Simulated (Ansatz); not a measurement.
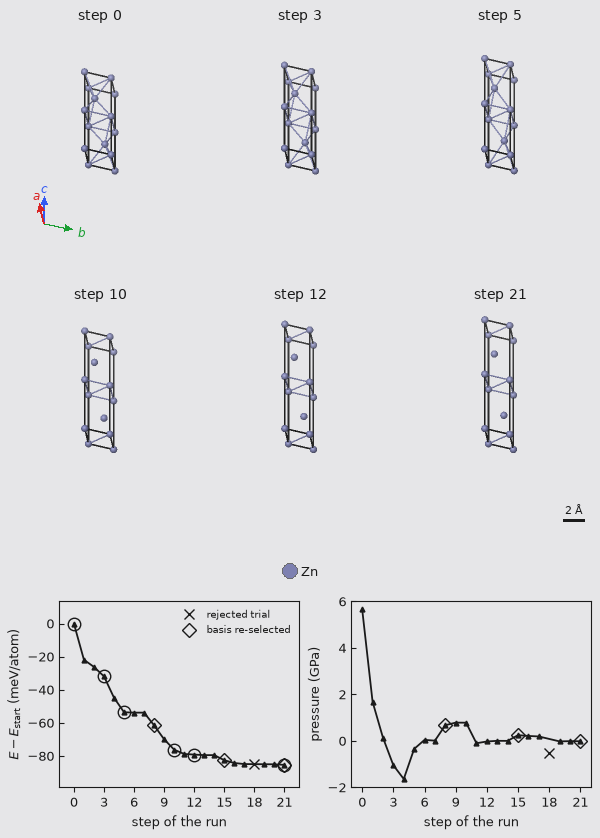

Frames of a relaxation of solid Zn (a generated structure, set up in P6_3/mmc), marked on the history of the run. A ball-and-stick model of the cell of the calculation, seen from a free direction.

Phase: dhcp.

Theory: Ansatz, DFT, BLYP, plane waves (420 eV) with PAW, scalar-relativistic. Settings: plane-wave cutoff 420 eV; k-point mesh 13 × 13 × 4; occupations fermi dirac; smearing width 0.1 eV; no spin polarisation; cell and atoms relaxed; force threshold 0.01 eV/Å; at most 60 steps.

Describe the path.

Answer. No atom moves by more than 0.005 Å relative to the cell. Cell: a = b 2.781 → 2.612 Å (−6.1 %), c 9.083 → 12.873 Å (+41.7 %). Volume +25.0 %. Near-neighbour distances that change, for instance: Zn–Zn 2.781 → 3.554 Å, Zn–Zn 2.781 → 2.612 Å. The space group stays P6_3/mmc (No. 194). Over 17 accepted moves (21 points after the start) the energy falls by 85.3 meV per atom. All forces vanish by symmetry, so only the cell relaxes. The pressure goes from 5.66 to −0.01 GPa. The line search rejected the trial step at point 18 of the run. The SCF was repeated 3 times at an unchanged geometry on a basis and grid sized afresh for the cell, which shifted the energy by 7.7 meV per atom at most. From step 0 to 3: volume +12.3 %, energy −31.9 meV per atom. From step 3 to 5: volume −1.2 %, energy −21.7 meV per atom. From step 5 to 10: volume +3.1 %, energy −22.6 meV per atom. From step 10 to 12: volume +5.2 %, energy −3.0 meV per atom. From step 12 to 21: volume +3.9 %, energy −6.2 meV per atom.

```
step  E − E(0), meV/atom  pressure, GPa  volume, Å³/atom                      note
   0                0.00           5.66           15.211                          
   1              -21.84           1.69           16.185                          
   2              -26.16           0.14           16.671                          
   3              -31.86          -1.05           17.076                          
   4              -44.77          -1.64           17.269                          
   5              -53.55          -0.34           16.868                          
   6              -53.78           0.05           16.741                          
   7              -53.79           0.01           16.747                          
   8              -61.44           0.68           16.747  same geometry, new basis
   9              -69.89           0.79           17.032                          
  10              -76.13           0.79           17.393                          
  11              -78.76          -0.10           17.992                          
  12              -79.12          -0.02           18.298                          
  13              -79.45           0.01           18.152                          
  14              -79.45           0.00           18.179                          
  15              -82.51           0.25           18.179  same geometry, new basis
  16              -84.21           0.22           18.507                          
  17              -84.85           0.19           19.043                          
  18              -84.52          -0.54           19.181                  rejected
  19              -84.96          -0.02           19.064                          
  20              -84.99          -0.01           19.015                          
  21              -85.34          -0.01           19.015  same geometry, new basis
```
